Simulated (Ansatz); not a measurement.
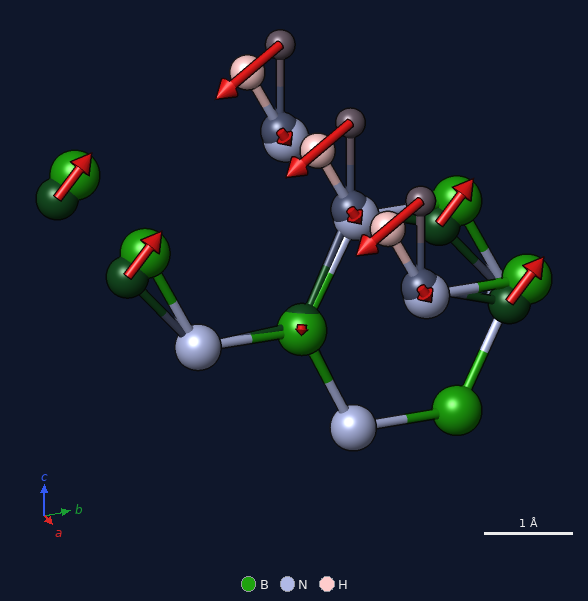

This is a constrained relaxation of a slab of composition B₆HN₆ (cut from the R3m phase). The starting structure is drawn faded, the final one solid; red arrows show the displacements, 2 times their true length.

The picture is a ball-and-stick view of the atoms within 4.2 Å of the atom that moves most (axes of the 2 × 2 repeat of the cell, outlined in the plane, without the vacuum), seen slightly off an axis.

Case: H put at a top N site. The slab is the (1 1 0) face of BN with H on it. 6 atoms are held fixed.

Method: Ansatz 0.2.0, DFT PBEsol, scalar-relativistic, plane waves, PAW.

Input
```yaml
crystal:
  lattice:
    - [3.7697979072, 0.0, 0.0]
    - [-1.6634819977, 4.0057209719, 0.0]
    - [0.0, 0.0, 25.2604866792]
  atoms:
    - { symbol: B, position: [0.0011289153, 0.5003763051, 0.3364939128] }
    - { symbol: "N", position: [0.0015720847, 0.1671906949, 0.3364939128] }
    - { symbol: B, position: [0.0011289153, 0.0003763051, 0.38606134] }
    - { symbol: "N", position: [0.0015720847, 0.6671906949, 0.38606134] }
    - { symbol: B, position: [0.0011289153, 0.5003763051, 0.4356287673] }
    - { symbol: "N", position: [0.0015720847, 0.1671906949, 0.4356287673] }
    - { symbol: B, position: [0.0003774459, -0.0012191432, 0.4844285724] }
    - { symbol: "N", position: [0.0022624062, 0.6668165474, 0.4854426806] }
    - { symbol: B, position: [0.0034928453, 0.5052138203, 0.5372865531] }
    - { symbol: "N", position: [-0.0005924872, 0.1692281629, 0.5344308579] }
    - { symbol: B, position: [0.0008127597, -0.0546046213, 0.5731459546] }
    - { symbol: "N", position: [0.0079814074, 0.6595830602, 0.587318344] }
    - { symbol: H, position: [0.0079814074, 0.6595830602, 0.6276976135], spin: 1.0 }
basis:
  ecutwfc: 420
kpoints:
  mp_grid: { grid: [8, 7, 1] }
hamiltonian:
  xc: pbesol
scf:
  occupations: { method: gaussian, width: 0.05 }
output:
  forces: true
  eigenvalues: true
  populations: true
magnetization:
  spin_polarized: true
relax:
  adjacent_minimum: "off"
  f_tol: 0.03
  max_steps: 70
  constraints: [{ sites: [0, 1, 2, 3, 4, 5] }]
efield:
  axis: 3
  dipole_correction: true
  ramp_width: 0.04
```

Launched with:
```bash
ansatz run input.yaml --threads 1 --pin off --max-ram 2560MiB --backend cpu --events-out ev --progress --plain --runs-dir out
```

**Which element moves most?**

Hydrogen: up to 0.54 Å, against 0.34 Å for boron.

**What did the optimiser do to the structure, and how much energy did it gain?**

The largest move is that of H13, 0.54 Å at 62° to the normal (−c side). Largest moves by element: H 0.54 Å, B 0.34 Å, N 0.12 Å. The cell stays as it was. Some distances before and after: B9–B11 2.117 → 2.469 Å, B11–N12 1.301 → 1.401 Å, N10–B11 1.379 → 1.428 Å, N8–B9 1.486 → 1.444 Å. Bond angles that change, for instance: B9–N12–H13 152.3° → 116.6°, N10–B11–N12 150.8° → 121.9°, B9–N12–B11 101.7° → 120.8°. The energy falls by 1.593 eV per cell of the calculation in 5 geometry steps. Largest force component: 6.1 eV/Å at the start, 0.022 eV/Å at the end.

Limits of the set-up: the periodic images lie only 3.8 Å apart, so the values are limited by the cell's size.
